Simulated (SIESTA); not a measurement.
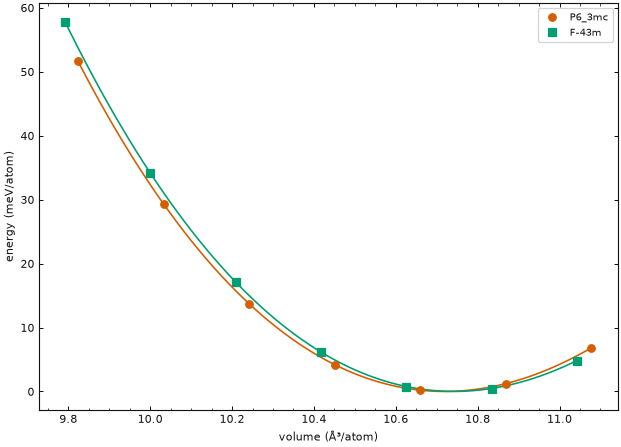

The picture above shows the energy against volume, with one curve for each structure, for AlN. Each energy curve has its own zero, so the curves don't rank the structures.

Computed with SIESTA 5.4.2: DFT in numerical atomic orbitals with pseudopotentials, no spin polarisation; energies at scaled volumes of the given cell, shape and fractions fixed, counted from the fit's minimum, third-order Birch-Murnaghan fit. Level: PBE.

- occupations: Fermi–Dirac
- smearing width: 0.05 eV
- potentials: PseudoDojo 0.4 standard, converted to PSML, two zetas on semicore shells

Settings that differ: P6_3mc: k mesh 10×10×6; F-43m: k mesh 10×10×10.

### Order the curves by fitted equilibrium volume, smallest first.

P6_3mc 10.719, F-43m 10.742 Å³/atom.

Limits of the calculation: mulliken charges of long orbitals; shape and atomic fractions are frozen while scaling, which makes layered, chain and framework solids too stiff.
